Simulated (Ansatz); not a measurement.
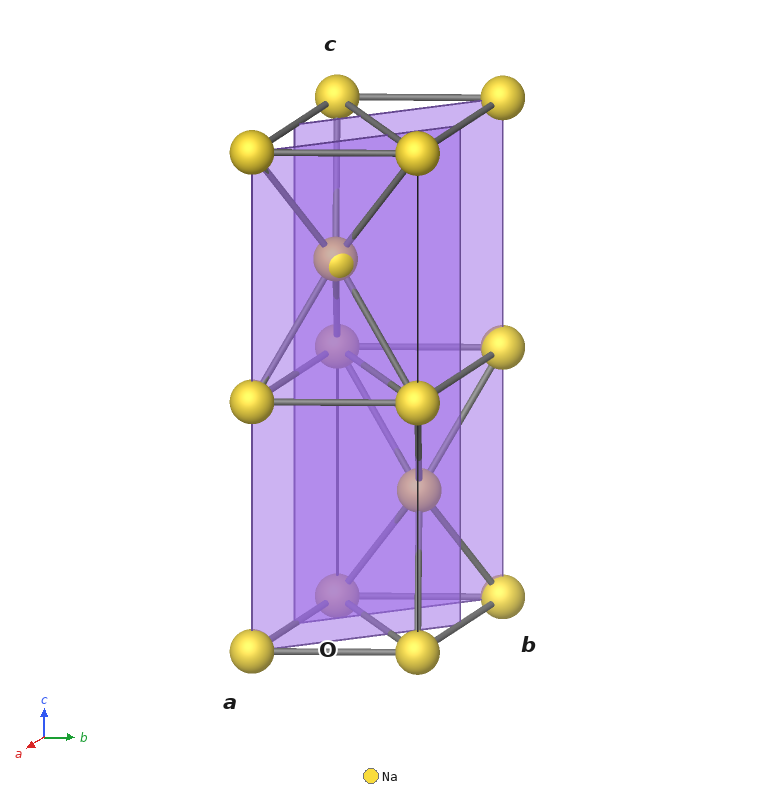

For Na, coordinates from a relaxation at a target pressure of 30 GPa with DFT PBE, scalar-relativistic, plane waves, PAW (Ansatz 0.2.0): every member of one family of equally spaced planes, hx + ky + lz = a whole number, that cuts the unit cell is shaded (one member passes through the origin O, touching the cell only at an edge or corner). The drawing is computed from the coordinates (standard cell, symmetry found to 0.002 Å).

a = 2.839 Å, b = 2.839 Å, c = 9.297 Å, α = 90.00°, β = 90.00°, γ = 120.00°.

Q: Which (hkl) family is drawn?

A: (2 1 0), in four indices (2 1 −3 0); the opposite sign names the same planes. The member next to the origin meets the axes a at 1/2, b at 1, c never.

Q: What is the spacing?

A: d = 0.929 Å.

Q: Which atoms of the cell lie in these planes (within 0.03 Å)?

A: 2 of the 4 Na.

Q: The space group is No. 194, P6_3/mmc. How many reflections hkl are equivalent to this one (itself included), and does it occur?

A: 12 reflections are equivalent in the Laue class 6/mmm. The space group allows the reflection.
